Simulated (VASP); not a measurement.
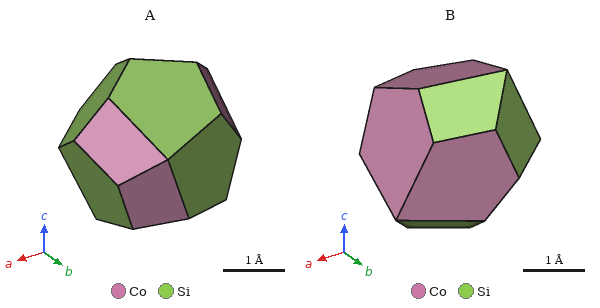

Computed Voronoi cells of the 2 sites of this structure, drawn to one scale and in one orientation; each face has the colour of the neighbour behind it.

CoSi, space group P2_13 (No. 198), a = 4.362 Å, b = 4.362 Å, c = 4.362 Å, α = 90.00°, β = 90.00°, γ = 90.00°

```csv
site,Wyckoff,x,y,z
Co,4a,0.3537,0.1463,0.8537
Si,4a,0.6564,0.8436,0.1564
```

Origin: the geometry relaxed with VASP Kohn-Sham DFT of a periodic cell, PBEsol with D4, VASP PAW PBE potentials, recommended in VASP.

Q: Which cell belongs to which site?

A: A is Co (13 faces above 1 % of the solid angle, 10.3 Å³, mostly facing Si); B is Si (13 faces above 1 % of the solid angle, 10.4 Å³, mostly facing Co).
